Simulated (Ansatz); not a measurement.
# Single-point calculation of SrTiO₃

SrTiO₃ (I4/mcm, 10 atoms in the cell), computed with DFT PBEsol, scalar-relativistic, plane waves, PAW, spin-polarised (Ansatz 0.2.0).

The structure derives from an entry of the Crystallography Open Database. Figures and captions count atoms from 1; the log counts them from 0 in places.

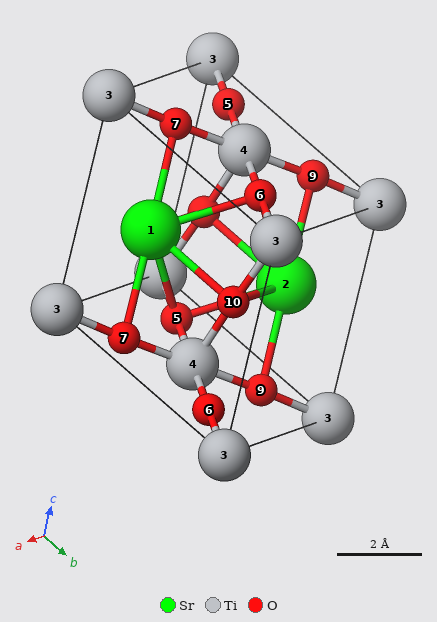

Figure 1. The structure (ball-and-stick view of the cell of the calculation, seen slightly off an axis; atoms are numbered from 1 in the order of the input). An atom can appear more than once, as a periodic image.

**Summary**

```csv
quantity,value
outcome,converged
space group (tolerance 0.01 Å),I4/mcm (140)
electrons treated,80
free energy,−15314.4856 eV
Fermi energy,10.856 eV
gap on the k-point mesh,1.85 eV
net moment of the cell,0.00 μB
integrated absolute moment,0.00 μB
pressure,−0.89 GPa
largest force (length of the vector),0.014 eV/Å
hardware,"4 threads of Arm Neoverse V2, 24 GiB of memory available, shared host"
wall time,13 s (CPU time 44 s)
peak memory,0.64 GiB
```

**Remarks**

Warnings of the run: some starting moments were not kept.

**Input file**
```yaml
crystal:
  lattice:
    - [-2.7555, 2.7555, 3.898]
    - [2.7555, -2.7555, 3.898]
    - [2.7555, 2.7555, -3.898]
  atoms:
    - { symbol: Sr, position: [0.75, 0.25, 0.5] }
    - { symbol: Sr, position: [0.25, 0.75, 0.5] }
    - { symbol: Ti, position: [0.0, 0.0, 0.0], spin: 1.0 }
    - { symbol: Ti, position: [0.5, 0.5, 0.0], spin: 1.0 }
    - { symbol: O, position: [0.25, 0.25, 0.0] }
    - { symbol: O, position: [0.75, 0.75, 0.0] }
    - { symbol: O, position: [0.7451, 0.2451, 0.9902] }
    - { symbol: O, position: [0.2451, 0.2549, 0.5] }
    - { symbol: O, position: [0.2549, 0.7549, 0.0098] }
    - { symbol: O, position: [0.7549, 0.7451, 0.5] }
basis:
  ecutwfc: 420
kpoints:
  mp_grid: { grid: [6, 6, 6] }
hamiltonian:
  xc: pbesol
scf:
  occupations: { method: gaussian, width: 0.1 }
  lower_state_search: "off"
output:
  forces: true
  stress: true
  eigenvalues: true
  populations: true
magnetization:
  spin_polarized: true
```

Launched with:
```bash
ansatz run input.yaml --threads 4 --pin off --max-ram 10240MiB --backend cpu --events-out ev --progress --plain --runs-dir out
```

**The program's output**
```
Engine: ansatz 0.2.0, aarch64-unknown-linux-gnu
Pseudopotentials: kind: paw
Pseudopotential: Sr, paw, valence charge 10, recommended cutoff 420 eV (normal), Sr.paw.azcp
Pseudopotential: Ti, paw, valence charge 12, recommended cutoff 420 eV (normal), Ti.paw.azcp
Pseudopotential: O, paw, valence charge 6, recommended cutoff 420 eV (normal), O.paw.azcp
Functional definition: PBEsol
  exchange = pbesol_x
  correlation = pbesol_c
Crystal: 10 atoms, lattice volume = 118.387 Å³
Basis set: ecut = 420 eV, 2277 PW (Γ), exchange–correlation on 80×80×80 points (8 copies of the dense FFT grid, shifted against one another)
Bands: 51, of which v1, the nominal top of the filled ones, is band 40 counted from 1 (39 counted from 0)
Symmetry: 16 space group operations
Space group: I4/mcm (ITA 140), of the structure as read, at distance tolerance 4.9e-5 Å
Magnetic group: BNS 140.541 (UNI 1201), of the structure as read, at distance tolerance 4.9e-5 Å
k-points: 30 of 216
Non-local potential: Sr, projectors of the file, l = 0: 3, l = 1: 2, l = 2: 2
Non-local potential: Ti, projectors of the file, l = 0: 3, l = 1: 2, l = 2: 3, l = 3: 1
Non-local potential: O, projectors of the file, l = 0: 2, l = 1: 2, l = 2: 1
PAW form: soft (Blöchl's): semilocal exchange-correlation on the pseudo side does not see the compensation charge
PAW frozen core: Sr, regenerated for the run's functional, and the local potential with it (the file was generated under x = pbe(κ = 0.804, μ = 0.2195149727645171), c = pbe(β = 0.06672455060314922))
PAW frozen core: Ti, regenerated for the run's functional, and the local potential with it (the file was generated under x = pbe(κ = 0.804, μ = 0.2195149727645171), c = pbe(β = 0.06672455060314922))
PAW frozen core: O, regenerated for the run's functional, and the local potential with it (the file was generated under x = pbe(κ = 0.804, μ = 0.2195149727645171), c = pbe(β = 0.06672455060314922))
PAW one-centre angular grid: Sr, 110 points (default); XC on 64 Gauss nodes
PAW one-centre angular grid: Ti, 590 points (default); XC on 64 Gauss nodes
PAW one-centre angular grid: O, 110 points (default); XC on 64 Gauss nodes
Initial density: superposition of atomic densities (chi_scale 0.1, normalization cell, long waves kept (reshape's long-wave potential 0.00 eV rms))
Starting moments: Σ|m| = 2 μB on 2 of 10 sites
Initial wavefunctions: pseudopotential atomic-orbital guess
Functional: x = pbesol(κ = 0.804, μ = 0.12345679012345678), c = pbesol(β = 0.046)
SCF iter   1: F=—  HF=-15314.666203 eV  |F-HF|=—  |Δ(HF+E_count)|=         —  Δρ=4.78e-2 (↑4.78e-2 ↓3.58e-2)  dr2=2.76e0  dr2_m=1.17e0  M=0.000 μB ∫|m|=0.438 μB  β_m=0.30  ethr=3.10e-3  ⟨swp⟩=10.4  Hψ=15310  notcnv=0
preconditioner: auto → Resta (q_TF=auto, 2.556 Å⁻¹)  ε∞=5.2  [insulator: Δε(μ)=1.709 eV  Ē_g=12.928 eV  σ=0.100 eV  W_gap=1.00  n_scr=26 (ndim 8)  ℏωp=26.4 eV  f_vac=0.000  D(μ)=0.00/eV (n_scr^D=0)  ε∞_Penn≈5.2]
spin=Collinear: Resta preconditioning applied to the charge; magnetization (m = ρ↑ − ρ↓) channel mixes plain (no charge-response kernel on spin).
SCF iter   2: F=—  HF=-15314.523980 eV  |F-HF|=—  |Δ(HF+E_count)|=   1.42e-1  Δρ=3.28e-2 (↑3.28e-2 ↓2.69e-2)  dr2=1.36e0  dr2_m=6.13e-1  M=0.000 μB ∫|m|=0.358 μB  β_m=0.30  ethr=3.10e-3  ⟨swp⟩=2.2  Hψ=3982  notcnv=0  defer=234
SCF iter   3: F=—  HF=-15314.378198 eV  |F-HF|=—  |Δ(HF+E_count)|=   1.46e-1  Δρ=2.03e-2 (↑1.52e-2 ↓2.03e-2)  dr2=1.06e-1  dr2_m=3.16e-1  M=0.000 μB ∫|m|=0.307 μB  β_m=0.30  ethr=1.70e-3  ⟨swp⟩=3.0  Hψ=5857  notcnv=0  defer=238
SCF iter   4: F=—  HF=-15314.427736 eV  |F-HF|=—  |Δ(HF+E_count)|=   4.95e-2  Δρ=1.37e-2 (↑1.37e-2 ↓1.19e-2)  dr2=1.73e-2  dr2_m=1.73e-1  M=0.000 μB ∫|m|=0.233 μB  β_m=0.30  ethr=1.33e-4  ⟨swp⟩=2.0  Hψ=5584  notcnv=0  defer=238
SCF iter   5: F=—  HF=-15314.452357 eV  |F-HF|=—  |Δ(HF+E_count)|=   2.46e-2  Δρ=9.56e-3 (↑9.56e-3 ↓9.22e-3)  dr2=5.01e-3  dr2_m=9.33e-2  M=0.000 μB ∫|m|=0.187 μB  β_m=0.30  ethr=2.16e-5  ⟨swp⟩=1.5  Hψ=3522  notcnv=0  defer=238
SCF iter   6: F=—  HF=-15314.467791 eV  |F-HF|=—  |Δ(HF+E_count)|=   1.54e-2  Δρ=7.05e-3 (↑7.05e-3 ↓6.75e-3)  dr2=1.25e-3  dr2_m=5.11e-2  M=0.000 μB ∫|m|=0.149 μB  β_m=0.30  ethr=6.26e-6  ⟨swp⟩=2.5  Hψ=4448  notcnv=0  defer=238
SCF iter   7: F=—  HF=-15314.475765 eV  |F-HF|=—  |Δ(HF+E_count)|=   7.97e-3  Δρ=5.10e-3 (↑5.10e-3 ↓5.09e-3)  dr2=5.16e-5  dr2_m=2.82e-2  M=0.000 μB ∫|m|=0.119 μB  β_m=0.30  ethr=1.56e-6  ⟨swp⟩=2.0  Hψ=4875  notcnv=0  defer=238
Mixer restart at iter 7: flushing history
spin-set hold released at iteration 7 (site moments contracting): the magnetisation degrees of freedom join the quasi-Newton model from the next iteration; the mixer history was flushed
SCF iter   8: F=—  HF=-15314.479983 eV  |F-HF|=—  |Δ(HF+E_count)|=   4.22e-3  Δρ=3.81e-3 (↑3.81e-3 ↓3.79e-3)  dr2=3.19e-5  dr2_m=1.57e-2  M=0.000 μB ∫|m|=0.095 μB  β_m=0.65  ethr=6.45e-8  ⟨swp⟩=2.7  Hψ=5493  notcnv=0  defer=238
SCF iter   9: F=—  HF=-15314.485484 eV  |F-HF|=—  |Δ(HF+E_count)|=   5.50e-3  Δρ=3.49e-4 (↑3.09e-4 ↓3.49e-4)  dr2=3.92e-6  dr2_m=1.17e-4  M=0.000 μB ∫|m|=0.016 μB  β_m=0.82  ethr=3.98e-8  ⟨swp⟩=3.0  Hψ=6888  notcnv=0  defer=238
SCF iter  10: F=—  HF=-15314.485547 eV  |F-HF|=—  |Δ(HF+E_count)|=   6.27e-5  Δρ=1.53e-4 (↑1.53e-4 ↓6.83e-5)  dr2=1.28e-5  dr2_m=1.23e-5  M=0.000 μB ∫|m|=0.005 μB  β_m=0.91  ethr=4.90e-9  ⟨swp⟩=2.5  Hψ=5739  notcnv=0  defer=238
SCF iter  11: F=—  HF=-15314.485626 eV  |F-HF|=—  |Δ(HF+E_count)|=   7.96e-5  Δρ=1.39e-4 (↑1.04e-4 ↓1.39e-4)  dr2=6.78e-5  dr2_m=4.56e-7  M=0.000 μB ∫|m|=0.001 μB  β_m=0.91  ethr=4.90e-9  ⟨swp⟩=2.7  Hψ=5744  notcnv=0  defer=238
SCF iter  12: F=—  HF=-15314.485613 eV  |F-HF|=—  |Δ(HF+E_count)|=   1.29e-5  Δρ=5.24e-6 (↑5.24e-6 ↓2.86e-6)  dr2=1.03e-8  dr2_m=1.62e-8  M=0.000 μB ∫|m|=0.000 μB  β_m=0.96  ethr=4.90e-9  ⟨swp⟩=2.5  Hψ=5420  notcnv=0  defer=238
iter 13 did not close the SCF: its close was put off for a magnetic moment that had not settled (scf_convergence_deferred on its scf_iter line)
SCF iter  13: F=-15314.485613 eV  HF=-15314.485613 eV  |F-HF|=1.22e-9  |Δ(HF+E_count)|=   2.03e-8  Δρ=9.62e-7 (↑6.88e-7 ↓9.62e-7)  dr2=1.56e-9  dr2_m=1.24e-10  M=0.000 μB ∫|m|=0.000 μB  β_m=0.87  ethr=1.29e-11  ⟨swp⟩=11.5  Hψ=14093  notcnv=0
SCF iter  14: F=-15314.485613 eV  HF=-15314.485613 eV  |F-HF|=2.80e-10  |Δ(HF+E_count)|=  3.27e-10  Δρ=3.20e-7 (↑3.20e-7 ↓3.04e-7)  dr2=3.69e-10  dr2_m=1.71e-11  M=0.000 μB ∫|m|=0.000 μB  ethr=1.95e-12  ⟨swp⟩=1.0  Hψ=8505  notcnv=0
WARN: the starting moments were not kept: the SCF closed with an absolute magnetisation of 5.5e-6 μB, where they sum to 2 μB in size (2 sites). That is at most 0.1 of that sum. Measured as dr2_m measures the in/out step, that magnetisation stands 2.8e-12 eV from none, at or under the dr2_threshold of 1.0e-7 eV: it is no larger than a step whose dr2_m would equal this threshold. The system may hold no moment; this SCF shows only that its start led to no more than that. To try another start: raise the starting moments (crystal.atoms[].spin, magnetization.per_species, magnetization.initial_magnetization, or on a non-collinear deck that types none of these the spinor_matrix: blocks that start its atoms; where the total moment is fixed, keep their sum and leave initial_magnetization as it is; typed ones take the place of any that the run laid by itself, positive ones on a crystal's lanthanoids without a Hubbard term where scf.initial_density.shell_occupations: [] is typed) or, if the notice of its spin-set hold's release reads "site moments contracting" or "site moments show no strong build", lengthen the hold (scf.mixing.spin_hold: { on: { confirm: 4 } }; for m-r²SCAN on two components see the key's manual first). Each may lead to a state that holds a moment. A second SCF, from the converged charge density, with the starting moments and any scf.initial_density.shell_occupations laid on it anew, would have followed, and was not run: the deck does not ask for one (magnetization.retry_lost_moments is false, the default). To let it run, set magnetization.retry_lost_moments: true and run the deck again, where that key's refused combinations let it; where memory then withholds it, that run's warning says so.
SCF 1 converged in 14 iterations: F = -15314.485613 eV  dr2 = 3.69e-10
  greatest PAW one-centre occupation: 0.999 electrons in one spin orbital (limit 2), on the Ti atom at site 2 (counted from 0), in its partial waves of l = 0
```

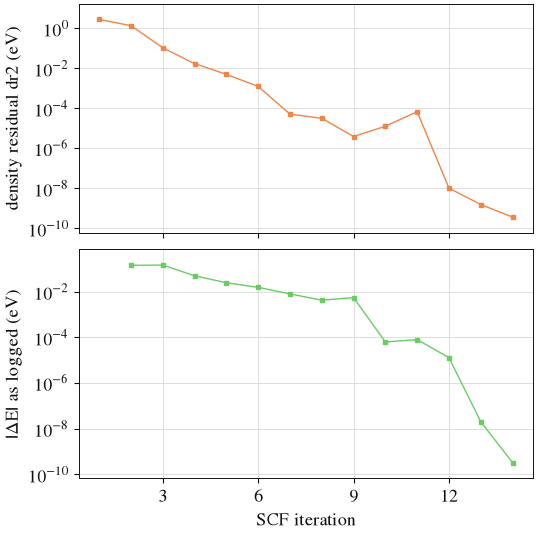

Figure 2. Convergence of the self-consistent field: density residual dr2 and size of the energy change against the SCF iteration. The residual falls unevenly and jumps up by a factor of two or more 2 times on the way down.

```
SCF converged after 14 iterations
Magnetization: 0.0000 μB (40.0000 up, 40.0000 down)
Absolute magnetization: 0.0000 μB (∫|ρ↑−ρ↓|, with the PAW one-centre terms)
Spin contamination: 0.0000 ħ² per cell (⟨S²⟩ above its minimum at these occupations)
Per-site moments (μB) at R_I (Å): [(3.130240731482298e-9, 1.1257268635944753), (3.130240690127673e-9, 1.125726863594475), (-5.937438272465988e-7, 0.803882868765419), (-5.937438271347751e-7, 0.8038828687654189), (3.3185403894395944e-7, 0.8039625), (3.318540388961558e-7, 0.8039624999999999), (3.516863974562154e-7, 0.8038828687654189), (3.5168639747126245e-7, 0.803882868765419), (3.516863974132771e-7, 0.8038828687654189), (3.516863974269259e-7, 0.803882868765419)]
Free energy (F): -15314.485613 eV
Harris-Foulkes:  -15314.485613 eV  (|F-HF|=2.80e-10)
Internal energy: -15314.485613 eV  (E = F + TS)
E sigma→0 (E₀):  -15314.485613 eV
Fermi energy:    10.855687 eV
--- Per-component energies (eV) ---
  E_band       = -409.589349
  E_kinetic    = 2091.274113
  E_local      = -4745.273160  (includes V_loc(G=0)·N_el)
  E_nonlocal   = 702.913776
  E_hartree    = 1654.307221
  E_xc         = -981.764398
  E_vxc        = -1137.662383  (∫ρ·V_xc dr)
  E_paw        = -8242.253888  (= ΣΔE_a)
  E_vpaw       = -629.470847  (= ΣTr[D̂ρ^β])
  E_aug_tail   = 0.015171  (compensation charges beyond the density's cutoff)
  E_ewald      = -5794.463639
  E_core_change = 0.759191  (= ΣΔE_core)
  E_smearing   = -0.000000  (= −TS)
  E_closure    = -0.000000  (closes the sum)
  Σ components = -15314.485613   (vs F -15314.485613, Δ=0.00e0)
--- Forces (eV/Å), atoms counted from 1 ---
  atom   1  Sr     0.00000000     0.00000000     0.00000000
  atom   2  Sr    -0.00000000     0.00000000     0.00000000
  atom   3  Ti    -0.00000000     0.00000000     0.00000000
  atom   4  Ti    -0.00000000     0.00000000    -0.00000000
  atom   5  O      0.00000000     0.00000000     0.00000000
  atom   6  O      0.00000000     0.00000000     0.00000000
  atom   7  O     -0.00991067    -0.00991067     0.00000000
  atom   8  O      0.00991067    -0.00991067     0.00000000
  atom   9  O      0.00991067     0.00991067     0.00000000
  atom  10  O     -0.00991067     0.00991067     0.00000000
  max |Σ_I F_I| component: 1.73e-18 eV/Å
--- Stress (GPa, compression-positive) ---
       -0.883066       0.000000       0.000000
        0.000000      -0.883066       0.000000
       -0.000000      -0.000000      -0.896260
  P = ⅓ Tr σ = -0.8875 GPa (-8.875 kbar)
--- Band table (eV; the first three rows and the last of 60) ---
  k-point 0 ↑: bands = ["-46.1703", "-46.1661", "-22.6215", "-22.6211", "-22.6211", "-22.6210", "-22.5560", "-22.5535", "-22.5534", "-22.5534", "-7.4358", "-6.4328", "-6.4264", "-6.0455", "-6.0455", "-6.0440", "-4.9340", "-4.9340", "-4.9252", "-4.6479", "-4.6458", "-4.6458", "5.2441", "5.7305", "5.7319", "6.1532", "6.1547", "6.1547", "7.0874", "7.0885", "7.0885", "8.7341", "8.7364", "8.7364", "9.5905", "9.5906", "9.5906", "9.9258", "9.9320", "9.9320", "11.7804", "11.7804", "11.7812", "14.3247", "14.3562", "14.4672", "14.4672", "14.4988", "15.2541", "15.2712", "16.0215"]
  k-point 1 ↑: bands = ["-46.1699", "-46.1665", "-22.6579", "-22.6221", "-22.6221", "-22.6027", "-22.5609", "-22.5527", "-22.5526", "-22.5291", "-7.4532", "-6.4241", "-6.4163", "-6.2410", "-6.2139", "-6.2119", "-4.8390", "-4.7144", "-4.7075", "-4.6353", "-4.6335", "-4.4684", "5.3592", "5.7264", "5.9139", "6.1727", "6.2944", "6.2956", "6.7322", "7.0668", "7.0682", "8.3869", "8.3896", "8.4968", "8.8180", "9.4375", "9.4376", "9.6005", "9.6017", "9.9100", "11.8221", "12.3730", "12.3743", "14.2312", "14.2434", "14.3743", "14.4080", "15.0973", "15.7095", "15.7501", "16.6819"]
  k-point 2 ↑: bands = ["-46.1692", "-46.1672", "-22.7103", "-22.6242", "-22.6241", "-22.5707", "-22.5657", "-22.5510", "-22.5509", "-22.5008", "-7.5778", "-6.6045", "-6.4602", "-6.4535", "-6.3929", "-6.2259", "-4.6400", "-4.6099", "-4.6085", "-4.3736", "-4.3684", "-4.1743", "5.3710", "5.4352", "5.7171", "5.9726", "6.6860", "6.6875", "7.0415", "7.0418", "7.4261", "7.7823", "7.8051", "7.8076", "8.0796", "8.8525", "8.8559", "9.2693", "9.2693", "9.8666", "11.9092", "13.3332", "13.3340", "13.9088", "13.9128", "14.2921", "14.3750", "16.1373", "16.1627", "16.7186", "16.7460"]
  k-point 29 ↓: bands = ["-46.1689", "-46.1675", "-22.7331", "-22.6252", "-22.6252", "-22.5756", "-22.5501", "-22.5501", "-22.5471", "-22.4898", "-7.6623", "-6.7733", "-6.5479", "-6.5479", "-6.3847", "-6.0795", "-4.5975", "-4.5975", "-4.5349", "-4.2272", "-4.2272", "-4.0461", "5.1953", "5.3617", "5.5723", "5.7120", "7.0177", "7.0177", "7.0519", "7.0519", "7.4037", "7.5376", "7.5376", "7.9020", "8.2068", "8.3486", "8.3486", "9.2087", "9.2087", "9.8439", "11.9562", "13.7514", "13.7514", "13.7980", "13.7980", "14.2085", "14.4000", "15.3387", "16.5767", "17.2097", "17.3199"]
--- Löwdin populations: 10 sites ---
  site symbol       q [e]    m [muB]
     0     Sr      8.2752     0.0000
     1     Sr      8.2752     0.0000
     2     Ti     10.8342    -0.0000
     3     Ti     10.8342    -0.0000
     4      O      6.8540     0.0000
     5      O      6.8540     0.0000
     6      O      6.8539     0.0000
     7      O      6.8539     0.0000
     8      O      6.8539     0.0000
     9      O      6.8539     0.0000
  spilling = 0.008222 (of n_electrons = 80.000000)
```

**File populations.tsv**
```
# site	symbol	l	j	q_up	q_dn
# orbitals = lowdin
# n_electrons = 80.000000
# spilling = 0.008222
0	Sr	0_4S	-	0.977635	0.977635
0	Sr	0_5S	-	0.172969	0.172969
0	Sr	1_4P	-	2.986975	2.986975
1	Sr	0_4S	-	0.977635	0.977635
1	Sr	0_5S	-	0.172969	0.172969
1	Sr	1_4P	-	2.986975	2.986975
2	Ti	0_3S	-	0.954568	0.954568
2	Ti	0_4S	-	0.250799	0.250799
2	Ti	1_3P	-	2.993639	2.993639
2	Ti	2_3D	-	1.218075	1.218076
3	Ti	0_3S	-	0.954568	0.954568
3	Ti	0_4S	-	0.250799	0.250799
3	Ti	1_3P	-	2.993639	2.993639
3	Ti	2_3D	-	1.218075	1.218076
4	O	0_2S	-	0.890971	0.890971
4	O	1_2P	-	2.536042	2.536042
5	O	0_2S	-	0.890971	0.890971
5	O	1_2P	-	2.536042	2.536042
6	O	0_2S	-	0.890962	0.890962
6	O	1_2P	-	2.535982	2.535982
7	O	0_2S	-	0.890962	0.890962
7	O	1_2P	-	2.535982	2.535982
8	O	0_2S	-	0.890962	0.890962
8	O	1_2P	-	2.535982	2.535982
9	O	0_2S	-	0.890962	0.890962
9	O	1_2P	-	2.535982	2.535982
```

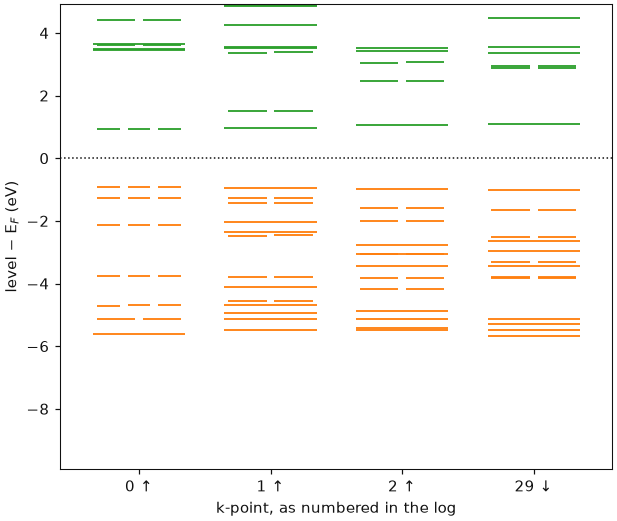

Figure 3. Kohn–Sham levels near the Fermi level (dotted) at the few k-points that the log prints; levels within 0.02 eV of each other stand side by side. Among these points the highest filled and lowest empty levels are 1.85 eV apart, which is the gap on the mesh.
